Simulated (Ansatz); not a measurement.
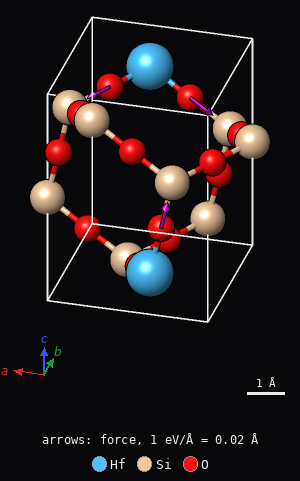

Starting geometry of crystalline HfSi3O8 (a generated structure, set up in P-4m2) (coarse preliminary run) with the computed forces as purple arrows. A ball-and-stick model of the cell of the calculation, seen from a free direction.

These are results of Ansatz 0.2.0, DFT PBE, scalar-relativistic, plane waves, PAW, not measurements.

Input
```yaml
crystal:
  lattice:
    - [4.60085867, 0.0, 0.0]
    - [0.0, 4.60085867, 0.0]
    - [0.0, 0.0, 6.50659673]
  atoms:
    - { symbol: Hf, position: [0.5, 0.5, 0.0] }
    - { symbol: Si, position: [0.0, 0.0, 0.5] }
    - { symbol: Si, position: [0.5, 0.0, 0.25] }
    - { symbol: Si, position: [0.0, 0.5, 0.75] }
    - { symbol: O, position: [0.25, 0.0, 0.375] }
    - { symbol: O, position: [0.75, 0.5, 0.875] }
    - { symbol: O, position: [0.75, 0.0, 0.375] }
    - { symbol: O, position: [0.25, 0.5, 0.875] }
    - { symbol: O, position: [0.0, 0.75, 0.625] }
    - { symbol: O, position: [0.5, 0.25, 0.125] }
    - { symbol: O, position: [0.0, 0.25, 0.625] }
    - { symbol: O, position: [0.5, 0.75, 0.125] }
basis:
  ecutwfc: 420
kpoints:
  mp_grid: { grid: [4, 4, 4] }
hamiltonian:
  xc: pbe
scf:
  occupations: { method: gaussian, width: 0.1 }
  lower_state_search: "off"
output:
  forces: true
  stress: true
  eigenvalues: true
relax:
  adjacent_minimum: "off"
  f_tol: 0.04
  max_steps: 70
  cell: { stress_tol: 0.4 }
```

Command:
```bash
ansatz run input.yaml --threads 1 --pin off --max-ram 2560MiB --backend cpu --events-out ev --progress --plain --runs-dir out
```

Is this structure relaxed? If not, where do the atoms go?

It isn't relaxed: the largest force vector, on O atoms, is 41.21 eV/Å. The final displacements follow the starting forces only in part (cosine between the two patterns 0.65). After 10 accepted moves (13 points after the start) the energy has fallen by 4716 meV per atom. Largest force component: 34 eV/Å at the start, 0.0094 eV/Å at the end. The pressure goes from 227.52 to 0.11 GPa. The line search rejected the trial step at point 6 of the run. At 2 points the geometry stayed and the basis and grid were re-selected for the new cell (energy shift of 260 meV per atom at most each time). The largest moves relative to the cell, 0.27 Å, are those of O6, O8, O10 and O12. O10 goes along [0 −1 2]. By element the largest moves are O 0.27 Å, Si 0.23 Å. Hf stays in place. Cell: a = b 4.601 → 5.508 Å (+19.7 %), c 6.507 → 7.961 Å (+22.4 %). Volume +75.4 %. Among the contacts that change: Hf1–Si3 2.817 → 3.540 Å, Hf1–O10 1.409 → 1.925 Å, Si2–Si3 2.817 → 3.266 Å, Si2–O11 1.409 → 1.632 Å. Among the angles between lasting bonds that change: O6–Hf1–O8 109.5° → 99.3°, O5–Si2–O7 109.5° → 115.8°, O6–Hf1–O10 109.5° → 114.8°. The space group stays P-4m2 (No. 115).
